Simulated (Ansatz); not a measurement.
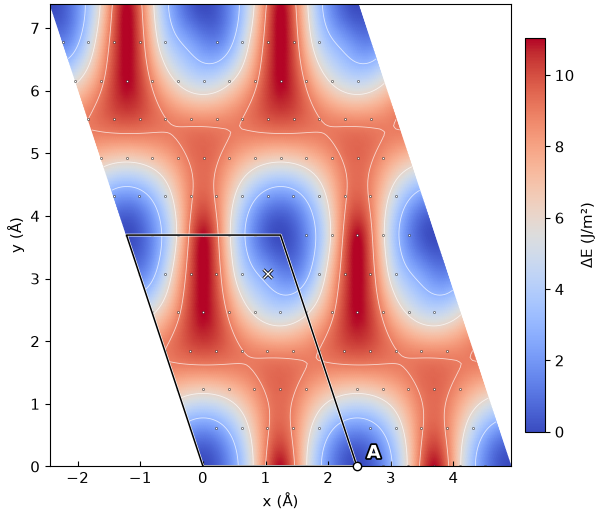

C (C2/m, No. 12; 10 atoms in the cell). 
- The crystal above one (1 -1 0) plane is slid rigidly over the crystal below it (one fault a cell, nothing relaxed).
- Places are given modulo a cell vector. The map is drawn in real space over the plane of the slide.
- The scan uses a 6 × 6 grid. At 1 point there is no value.
- All energies are given in J/m² relative to the lowest grid point.
- These are results of Ansatz 0.2.0, DFT PBEsol, scalar-relativistic, plane waves, PAW, not measurements. Settings: cutoff 420 eV, k-mesh 11×7×3 in the order of the run's cell vectors, gaussian smearing 0.05 eV, no spin polarisation.

Drawn: a smooth colour map with a few white contour lines, crosses at grid points without a value, dots at the grid points, the outline of one cell of the 2 × 2 shown, the point A. Between grid points the surface is interpolated.

Q: Find the lowest pass out of the well at A.

A: The easiest path leads from the well at (0/6, 0/6) of the cell vectors to its copy one period on. Its highest point lies about 9 J/m² above the bottom of the first well on the interpolated surface, at about (0.93, 0.46) of the cell vectors. The start is the relaxed structure and all else is held, so a fully relaxed path at this level can only be lower.

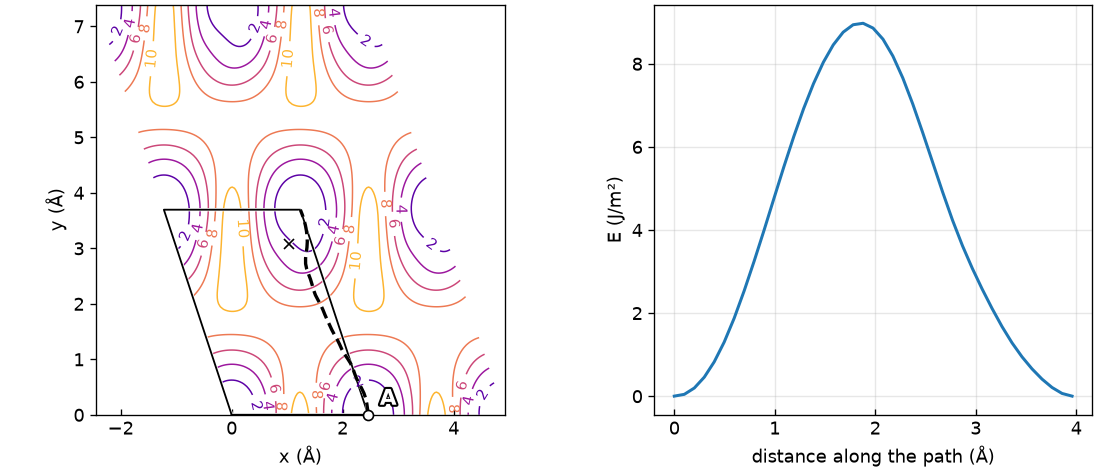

The picture shows contour lines labelled in J/m², crosses at grid points without a value, a line along the lowest path, the outline of one cell of the 2 × 2 shown, the energy along the path at the right. Between grid points the surface is interpolated.
